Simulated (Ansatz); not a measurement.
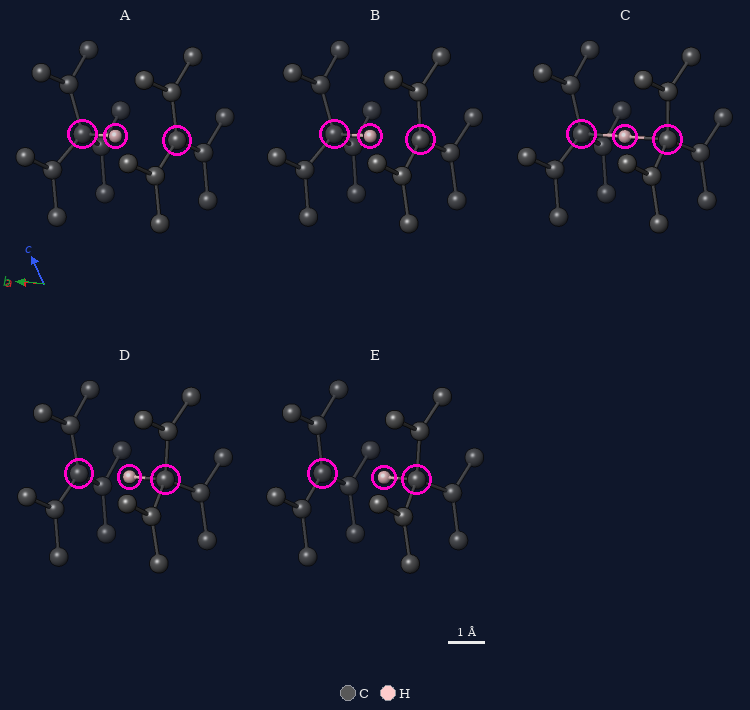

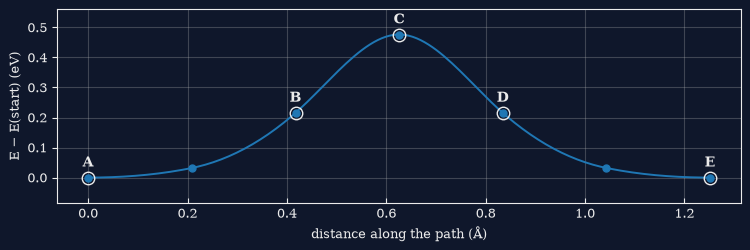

A search for the minimum-energy path of a defect cell of composition HC32 (33 atoms in the cell) by the nudged elastic band. Images are numbered from 0 (start) to 6 (end). Frames A to E are images 0, 2, 3, 4, 6. Style: ball-and-stick. Shown: the atoms within 3.3 Å of the middle of the path, from a free direction. The atoms that move most are ringed. Bonds to atoms that aren't drawn are left out.

Level of theory: DFT PBE+D3(BJ), scalar-relativistic, plane waves, PAW (Ansatz 0.2.0). Run with plane-wave cutoff 420 eV; k-point mesh 4 × 4 × 4; Gaussian smearing 0.1 eV; 5 movable images; climbing image.

Question: Describe the mechanism and the energy profile.

Answer: The two ends have the same energy, and the highest point, image 3, lies 0.48 eV above the start. The H atom travels furthest, 0.65 Å from end to end, along −a, on a straight line. It doesn't move alone: C (0.35 Å), C (0.35 Å) move with it. Breaking: C–H (1.13 → 2.13 Å). Forming: C–H (2.13 → 1.13 Å). The band converged in 5 iterations, with a climbing image at the top.

Limits of the set-up: the periodic images lie only 7.1 Å apart, so the values are limited by the cell's size.
